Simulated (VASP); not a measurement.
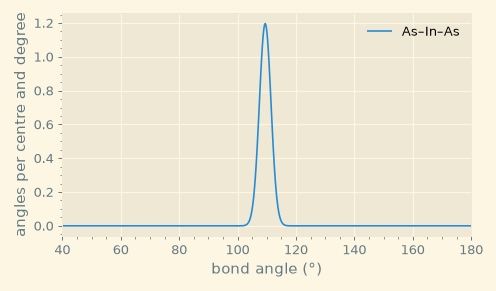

Bond-angle distributions computed from the structure of InAs; each angle is a Gaussian of σ = 2.0°. Bonds counted: As–In up to 3.18 Å. Structure used: the end point of a relaxation with VASP 6.6.1, VASP Kohn-Sham DFT of a periodic cell, HF, VASP PAW PBE potentials, recommended.

> Give the groups of angles for each curve.

As–In–As: 109° (6 per centre)

> What coordination geometry do the angles point to, counting the bonds named above alone?

In has 4 As neighbours in a tetrahedral arrangement.

The structure has space group F-43m (No. 216); other forms of this composition would give other results.
